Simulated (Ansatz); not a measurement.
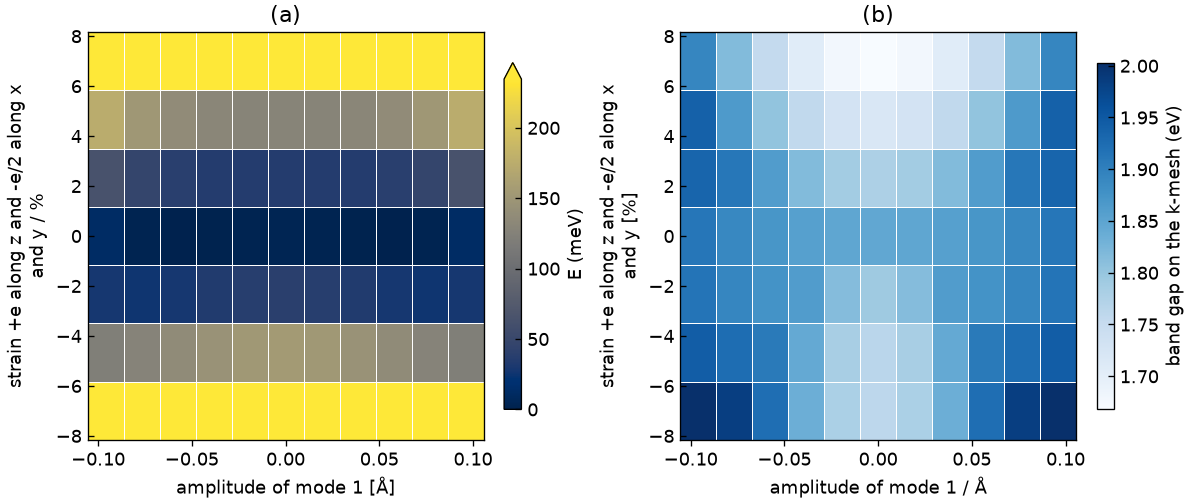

SrTiO₃ (Pm-3m, No. 221; 5 atoms in the cell). The energy is mapped over a normal mode and a strain (zone-centre modes of the 5-atom cell of this scan) (x, y and z along the cube axes). Coordinates scanned: (1) amplitude of mode 1 (141i cm⁻¹), largest displacement in the unstrained cell; (2) strain +e along z and -e/2 along x and y. Nothing is relaxed (the pattern is fixed in fractional coordinates). The scan uses an 11 × 7 grid; 42 points were computed and 35 follow by symmetry. Points are written as (first, second). Energies: meV per cell, counted from the lowest grid point. Method: DFT PBE, scalar-relativistic, plane waves, PAW in Ansatz 0.2.0. Settings: cutoff 520 eV, k-mesh 8×8×8, gaussian smearing 0.05 eV, no spin polarisation.

Panel (a) is the energy; panel (b) is the computed band gap on the k-mesh, in eV.

In the figure: one coloured cell a grid point, one colour for all values above the top of the scale.

Question: How does the band gap on the k-mesh vary over the map, and what is it at the lowest grid point?

Answer: It runs from 1.67 eV at (0.000 Å, 7.00 %) to 2.00 eV at (−0.096 Å, −7.00 %). At the lowest grid point, (−0.058 Å, 0.00 %), it is 1.87 eV.

```
second ↓, first →  −0.096  −0.077  −0.058  −0.038  −0.019  0.000  0.019  0.038  0.058  0.077  0.096
             7.00    1.89    1.82    1.75    1.71    1.68   1.67   1.68   1.71   1.75   1.82   1.89
             4.67    1.94    1.86    1.80    1.76    1.73   1.72   1.73   1.76   1.80   1.86   1.94
             2.33    1.93    1.91    1.86    1.82    1.79   1.78   1.79   1.82   1.86   1.91   1.93
             0.00    1.91    1.89    1.87    1.86    1.85   1.84   1.85   1.86   1.87   1.89   1.91
            −2.33    1.92    1.89    1.88    1.86    1.81   1.79   1.81   1.86   1.88   1.89   1.92
            −4.67    1.95    1.92    1.91    1.84    1.78   1.76   1.78   1.84   1.91   1.92   1.95
            −7.00    2.00    1.98    1.92    1.83    1.78   1.76   1.78   1.83   1.92   1.98   2.00
```

PAW datasets: the set soft_1.
